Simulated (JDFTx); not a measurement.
# Run report: Hf, geometry relaxation (part 2 of 3)

The same run, continued: Hf (P6₃/mmc, 2 atoms in the cell); Kohn-Sham DFT of a periodic cell, RPBE, SG15-PBE-1.2, no spin polarisation (JDFTx 1.7.0 (patched build)); cutoff 1088.45 eV, 2×2×1 k-mesh, fermi-dirac of 0.05 eV. The structure derives from an entry of the Crystallography Open Database. The settings are looser than a standard set-up, so the numbers are not reference values.

Geometry of the input (Å; fractional positions):
```
3.1967  0.0000  0.0000
-1.5983  2.7684  0.0000
0.0000  0.0000  5.0578
Hf 0.6667  0.3333  0.7500
Hf 0.3333  0.6667  0.2500
```

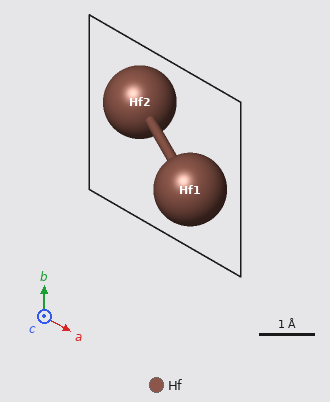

Fig. 1: The input geometry (ball-and-stick view of the cell of the calculation, along the c axis; atoms are numbered from 1 in the order of the input). An atom can appear more than once, as a periodic image.

Output, continued
```
-------------------------------------
        F =     -447.6193324293834621

LatticeMinimize: Iter:   1  F: -447.619332429383462  |grad|_K:  1.313e-02  alpha:  3.000e+00  linmin: -9.690e-01

-------- Electronic minimization -----------
Will mix electronic density at each iteration.
	FillingsUpdate:  mu: +0.904794816  nElectrons: 52.000000
	FillingsUpdate:  mu: +0.871425465  nElectrons: 52.000000
SCF: Cycle:  0   F: -447.589815449511491   dF: -3.077e-02   |Residual|: 2.465e-01   |deigs|: 1.882e-03
	FillingsUpdate:  mu: +0.879479077  nElectrons: 52.000000
SCF: Cycle:  1   F: -447.616232731770538   dF: -2.642e-02   |Residual|: 9.686e-02   |deigs|: 3.483e-02
	FillingsUpdate:  mu: +0.882034243  nElectrons: 52.000000
SCF: Cycle:  2   F: -447.620209324113546   dF: -3.977e-03   |Residual|: 2.325e-02   |deigs|: 1.570e-02
	FillingsUpdate:  mu: +0.880785669  nElectrons: 52.000000
SCF: Cycle:  3   F: -447.620473756975969   dF: -2.644e-04   |Residual|: 5.194e-03   |deigs|: 5.084e-03
	FillingsUpdate:  mu: +0.880416907  nElectrons: 52.000000
SCF: Cycle:  4   F: -447.620472015799066   dF: +1.741e-06   |Residual|: 3.618e-03   |deigs|: 6.688e-04
	FillingsUpdate:  mu: +0.880560919  nElectrons: 52.000000
SCF: Cycle:  5   F: -447.620476462670467   dF: -4.447e-06   |Residual|: 9.623e-04   |deigs|: 5.818e-04
	FillingsUpdate:  mu: +0.880606236  nElectrons: 52.000000
SCF: Cycle:  6   F: -447.620476999020923   dF: -5.364e-07   |Residual|: 6.237e-04   |deigs|: 1.934e-04
	FillingsUpdate:  mu: +0.880585392  nElectrons: 52.000000
SCF: Cycle:  7   F: -447.620477197833281   dF: -1.988e-07   |Residual|: 1.673e-04   |deigs|: 1.000e-04
	FillingsUpdate:  mu: +0.880581803  nElectrons: 52.000000
SCF: Cycle:  8   F: -447.620477222028114   dF: -2.419e-08   |Residual|: 5.212e-05   |deigs|: 1.458e-05
	FillingsUpdate:  mu: +0.880580324  nElectrons: 52.000000
SCF: Cycle:  9   F: -447.620477226543414   dF: -4.515e-09   |Residual|: 1.058e-05   |deigs|: 6.902e-06
	FillingsUpdate:  mu: +0.880579479  nElectrons: 52.000000
SCF: Cycle: 10   F: -447.620477227426932   dF: -8.835e-10   |Residual|: 3.543e-05   |deigs|: 3.581e-06
	FillingsUpdate:  mu: +0.880580761  nElectrons: 52.000000
SCF: Cycle: 11   F: -447.620477228048685   dF: -6.218e-10   |Residual|: 1.415e-05   |deigs|: 4.994e-06
SCF: Converged (|Delta E|<1.000000e-09 for 2 iters).

Setting wave functions to eigenvectors of Hamiltonian
# Lattice vectors:
R =
[       6.1079     -3.05395            0  ]
[            0       5.2896            0  ]
[            0            0       9.7062  ]
unit cell volume = 313.591

# Strain tensor in Cartesian coordinates:
[    0.0110936            0            0  ]
[            0    0.0110936            0  ]
[            0            0    0.0155209  ]

# Stress tensor in Cartesian coordinates [Eh/a0^3]:
[  5.42304e-05            0            0  ]
[            0  5.42304e-05            0  ]
[            0            0 -0.000332788  ]

# Ionic positions in lattice coordinates:
ion Hf   0.666666666666667   0.333333333333333   0.750000000000000 1
ion Hf   0.333333333333333   0.666666666666667   0.250000000000000 1

# Forces in Cartesian coordinates:
force Hf  -0.000000000000000  -0.000000000000000  -0.000000000000000 1
force Hf  -0.000000000000000  -0.000000000000000  -0.000000000000000 1

# Energy components:
   Eewald =     -362.0277790746184792
       EH =      105.3291456204310066
     Eloc =     -255.9954575361740865
      Enl =      -86.2484336010372630
      Exc =      -38.5413455639911149
       KE =      189.8658591936132609
-------------------------------------
     Etot =     -447.6180109617766902
       TS =        0.0024662662719975
-------------------------------------
        F =     -447.6204772280486850

LatticeMinimize: Iter:   2  F: -447.620477228048685  |grad|_K:  1.596e-02  alpha:  1.000e+00  linmin: -5.988e-01

-------- Electronic minimization -----------
Will mix electronic density at each iteration.
	FillingsUpdate:  mu: +0.880580761  nElectrons: 52.000000
	FillingsUpdate:  mu: +0.875154188  nElectrons: 52.000000
SCF: Cycle:  0   F: -447.619521553311699   dF: -1.006e-02   |Residual|: 6.584e-02   |deigs|: 3.145e-04
	FillingsUpdate:  mu: +0.875300796  nElectrons: 52.000000
SCF: Cycle:  1   F: -447.620835137583583   dF: -1.314e-03   |Residual|: 2.899e-02   |deigs|: 6.584e-03
	FillingsUpdate:  mu: +0.875201561  nElectrons: 52.000000
[... 7 further cycles ...]
SCF: Cycle:  9   F: -447.621169205372667   dF: -1.872e-10   |Residual|: 1.273e-05   |deigs|: 1.640e-06
	FillingsUpdate:  mu: +0.874891468  nElectrons: 52.000000
SCF: Cycle: 10   F: -447.621169205509489   dF: -1.368e-10   |Residual|: 4.469e-06   |deigs|: 3.002e-06
SCF: Converged (|Delta E|<1.000000e-09 for 2 iters).

Setting wave functions to eigenvectors of Hamiltonian
LatticeMinimize: 	Wolfe criterion not satisfied: alpha: 1  (E-E0)/|gdotd0|: -1.16014  gdotd/gdotd0: 1.27345 (taking cubic step)

-------- Electronic minimization -----------
Will mix electronic density at each iteration.
	FillingsUpdate:  mu: +0.874891468  nElectrons: 52.000000
	FillingsUpdate:  mu: +0.862864336  nElectrons: 52.000000
SCF: Cycle:  0   F: -447.614240666389776   dF: -3.760e-02   |Residual|: 1.334e-01   |deigs|: 1.250e-03
	FillingsUpdate:  mu: +0.863618521  nElectrons: 52.000000
SCF: Cycle:  1   F: -447.621425405386958   dF: -7.185e-03   |Residual|: 5.533e-02   |deigs|: 1.408e-02
	FillingsUpdate:  mu: +0.863628249  nElectrons: 52.000000
[... 10 further cycles ...]
SCF: Cycle: 12   F: -447.622660436784429   dF: -2.890e-10   |Residual|: 3.298e-06   |deigs|: 2.059e-06
	FillingsUpdate:  mu: +0.863057640  nElectrons: 52.000000
SCF: Cycle: 13   F: -447.622660436804154   dF: -1.972e-11   |Residual|: 5.192e-06   |deigs|: 1.031e-06
SCF: Converged (|Delta E|<1.000000e-09 for 2 iters).

Setting wave functions to eigenvectors of Hamiltonian
LatticeMinimize: 	Wolfe criterion not satisfied: alpha: 3  (E-E0)/|gdotd0|: -3.66027  gdotd/gdotd0: 1.15421 (taking cubic step)

-------- Electronic minimization -----------
Will mix electronic density at each iteration.
	FillingsUpdate:  mu: +0.863057640  nElectrons: 52.000000
	FillingsUpdate:  mu: +0.841490298  nElectrons: 52.000000
SCF: Cycle:  0   F: -447.594631438500528   dF: -9.469e-02   |Residual|: 2.264e-01   |deigs|: 3.402e-03
	FillingsUpdate:  mu: +0.844322896  nElectrons: 52.000000
SCF: Cycle:  1   F: -447.621380952865650   dF: -2.675e-02   |Residual|: 8.788e-02   |deigs|: 2.486e-02
	FillingsUpdate:  mu: +0.844557797  nElectrons: 52.000000
[... 9 further cycles ...]
SCF: Cycle: 11   F: -447.624388872027737   dF: -5.073e-10   |Residual|: 5.576e-06   |deigs|: 7.586e-07
	FillingsUpdate:  mu: +0.843675928  nElectrons: 52.000000
SCF: Cycle: 12   F: -447.624388872186501   dF: -1.588e-10   |Residual|: 3.369e-06   |deigs|: 9.437e-07
SCF: Converged (|Delta E|<1.000000e-09 for 2 iters).

Setting wave functions to eigenvectors of Hamiltonian
# Lattice vectors:
R =
[        6.099      -3.0495            0  ]
[            0      5.28189            0  ]
[            0            0      10.0555  ]
unit cell volume = 323.931

# Strain tensor in Cartesian coordinates:
[   0.00961992            0            0  ]
[            0   0.00961992            0  ]
[            0            0    0.0520675  ]

# Stress tensor in Cartesian coordinates [Eh/a0^3]:
[  0.000206041            0            0  ]
[            0  0.000206041            0  ]
[            0            0 -0.000181068  ]

# Ionic positions in lattice coordinates:
ion Hf   0.666666666666667   0.333333333333333   0.750000000000000 1
ion Hf   0.333333333333333   0.666666666666667   0.250000000000000 1

# Forces in Cartesian coordinates:
force Hf   0.000000000000000   0.000000000000000  -0.000000000000000 1
force Hf   0.000000000000000  -0.000000000000000  -0.000000000000000 1

# Energy components:
   Eewald =     -358.1717374788827897
       EH =      107.4621133615043931
     Eloc =     -261.9332620855779510
      Enl =      -86.2998251578456177
      Exc =      -38.5061284121533944
       KE =      189.8262089884677835
-------------------------------------
     Etot =     -447.6226307844875691
       TS =        0.0017580876989390
-------------------------------------
        F =     -447.6243888721865005

LatticeMinimize: Iter:   3  F: -447.624388872186501  |grad|_K:  1.656e-02  alpha:  6.313e+00  linmin: -5.760e-01

-------- Electronic minimization -----------
Will mix electronic density at each iteration.
	FillingsUpdate:  mu: +0.843675928  nElectrons: 52.000000
	FillingsUpdate:  mu: +0.862808915  nElectrons: 52.000000
SCF: Cycle:  0   F: -447.599346765975895   dF: -1.955e-01   |Residual|: 2.413e-01   |deigs|: 5.571e-03
	FillingsUpdate:  mu: +0.855217088  nElectrons: 52.000000
SCF: Cycle:  1   F: -447.622629399314462   dF: -2.328e-02   |Residual|: 1.023e-01   |deigs|: 1.625e-02
	FillingsUpdate:  mu: +0.849211668  nElectrons: 52.000000
[... 10 further cycles ...]
SCF: Cycle: 12   F: -447.626473324577148   dF: -5.072e-10   |Residual|: 7.628e-06   |deigs|: 1.072e-07
	FillingsUpdate:  mu: +0.849529188  nElectrons: 52.000000
SCF: Cycle: 13   F: -447.626473324916788   dF: -3.396e-10   |Residual|: 2.843e-06   |deigs|: 9.914e-07
SCF: Converged (|Delta E|<1.000000e-09 for 2 iters).

Setting wave functions to eigenvectors of Hamiltonian
# Lattice vectors:
R =
[      6.01894     -3.00947            0  ]
[            0      5.21255            0  ]
[            0            0      10.2052  ]
unit cell volume = 320.177

# Strain tensor in Cartesian coordinates:
[  -0.00363347            0            0  ]
[            0  -0.00363347            0  ]
[            0            0    0.0677239  ]

# Stress tensor in Cartesian coordinates [Eh/a0^3]:
[  0.000128005            0            0  ]
[            0  0.000128005            0  ]
[            0            0 -9.54508e-05  ]

# Ionic positions in lattice coordinates:
ion Hf   0.666666666666667   0.333333333333333   0.750000000000000 1
ion Hf   0.333333333333333   0.666666666666667   0.250000000000000 1

# Forces in Cartesian coordinates:
force Hf  -0.000000000000000  -0.000000000000000  -0.000000000000000 1
force Hf  -0.000000000000000  -0.000000000000000  -0.000000000000000 1

# Energy components:
   Eewald =     -359.5009385707306819
       EH =      106.7242359699033756
     Eloc =     -259.8801213766427622
      Enl =      -86.2873006591155303
      Exc =      -38.5171178916018633
       KE =      189.8365298166389721
-------------------------------------
     Etot =     -447.6247127115485682
       TS =        0.0017606133682354
-------------------------------------
        F =     -447.6264733249167875

LatticeMinimize: Iter:   4  F: -447.626473324916788  |grad|_K:  9.766e-03  alpha:  1.000e+00  linmin: -9.819e-01

-------- Electronic minimization -----------
Will mix electronic density at each iteration.
	FillingsUpdate:  mu: +0.849529188  nElectrons: 52.000000
	FillingsUpdate:  mu: +0.880770070  nElectrons: 52.000000
SCF: Cycle:  0   F: -447.578390515730803   dF: -3.616e-01   |Residual|: 3.405e-01   |deigs|: 1.020e-02
	FillingsUpdate:  mu: +0.869835046  nElectrons: 52.000000
SCF: Cycle:  1   F: -447.618702409743207   dF: -4.031e-02   |Residual|: 1.489e-01   |deigs|: 2.575e-02
	FillingsUpdate:  mu: +0.860862270  nElectrons: 52.000000
[... 11 further cycles ...]
SCF: Cycle: 13   F: -447.627557963705613   dF: -5.776e-10   |Residual|: 8.086e-06   |deigs|: 2.371e-06
	FillingsUpdate:  mu: +0.861876307  nElectrons: 52.000000
SCF: Cycle: 14   F: -447.627557963900358   dF: -1.947e-10   |Residual|: 1.292e-06   |deigs|: 1.252e-06
SCF: Converged (|Delta E|<1.000000e-09 for 2 iters).

Setting wave functions to eigenvectors of Hamiltonian
# Lattice vectors:
R =
[       5.9046      -2.9523            0  ]
[            0      5.11354            0  ]
[            0            0      10.3901  ]
unit cell volume = 313.712

# Strain tensor in Cartesian coordinates:
[   -0.0225603            0            0  ]
[            0   -0.0225603            0  ]
[            0            0    0.0870712  ]

# Stress tensor in Cartesian coordinates [Eh/a0^3]:
[ -1.33929e-06            0            0  ]
[            0 -1.33929e-06            0  ]
[            0            0 -1.49807e-05  ]

# Ionic positions in lattice coordinates:
ion Hf   0.666666666666667   0.333333333333333   0.750000000000000 1
ion Hf   0.333333333333333   0.666666666666667   0.250000000000000 1

# Forces in Cartesian coordinates:
force Hf  -0.000000000000000   0.000000000000000  -0.000000000000000 1
force Hf  -0.000000000000000  -0.000000000000000  -0.000000000000000 1

# Energy components:
   Eewald =     -361.7257478995448423
       EH =      105.5504789766786473
     Eloc =     -256.5090957292354688
      Enl =      -86.2605848883371209
      Exc =      -38.5385513143292116
       KE =      189.8577806942679729
-------------------------------------
     Etot =     -447.6257201605000091
       TS =        0.0018378034003455
-------------------------------------
        F =     -447.6275579639003581

LatticeMinimize: Iter:   5  F: -447.627557963900358  |grad|_K:  7.060e-04  alpha:  1.000e+00  linmin: -4.508e-01

-------- Electronic minimization -----------
Will mix electronic density at each iteration.
	FillingsUpdate:  mu: +0.861876307  nElectrons: 52.000000
	FillingsUpdate:  mu: +0.858821786  nElectrons: 52.000000
SCF: Cycle:  0   F: -447.627153326799089   dF: -1.737e-03   |Residual|: 3.101e-02   |deigs|: 5.885e-05
	FillingsUpdate:  mu: +0.859027712  nElectrons: 52.000000
SCF: Cycle:  1   F: -447.627469523941159   dF: -3.162e-04   |Residual|: 1.350e-02   |deigs|: 3.641e-03
	FillingsUpdate:  mu: +0.859087557  nElectrons: 52.000000
[... 7 further cycles ...]
SCF: Cycle:  9   F: -447.627560342000891   dF: -8.566e-10   |Residual|: 4.487e-06   |deigs|: 8.237e-06
	FillingsUpdate:  mu: +0.858948912  nElectrons: 52.000000
SCF: Cycle: 10   F: -447.627560342066715   dF: -6.582e-11   |Residual|: 9.777e-06   |deigs|: 1.841e-06
SCF: Converged (|Delta E|<1.000000e-09 for 2 iters).

Setting wave functions to eigenvectors of Hamiltonian
# Lattice vectors:
R =
[       5.9053     -2.95265            0  ]
[            0      5.11414            0  ]
[            0            0      10.4157  ]
unit cell volume = 314.559

# Strain tensor in Cartesian coordinates:
[   -0.0224448            0            0  ]
[            0   -0.0224448            0  ]
[            0            0    0.0897516  ]

# Stress tensor in Cartesian coordinates [Eh/a0^3]:
[   5.8137e-06            0            0  ]
[            0   5.8137e-06            0  ]
[            0            0  7.97769e-06  ]

# Ionic positions in lattice coordinates:
ion Hf   0.666666666666667   0.333333333333333   0.750000000000000 1
ion Hf   0.333333333333333   0.666666666666667   0.250000000000000 1

# Forces in Cartesian coordinates:
force Hf   0.000000000000000  -0.000000000000000  -0.000000000000000 1
force Hf   0.000000000000000  -0.000000000000000  -0.000000000000000 1

# Energy components:
   Eewald =     -361.3802917220237987
       EH =      105.7555314181004746
     Eloc =     -257.0561242663880535
      Enl =      -86.2635310562500166
      Exc =      -38.5363112176147666
       KE =      189.8550149116110788
-------------------------------------
     Etot =     -447.6257119325650820
       TS =        0.0018484095016329
-------------------------------------
        F =     -447.6275603420667153

LatticeMinimize: Iter:   6  F: -447.627560342066715  |grad|_K:  5.371e-04  alpha:  1.000e+00  linmin:  7.433e-01
```
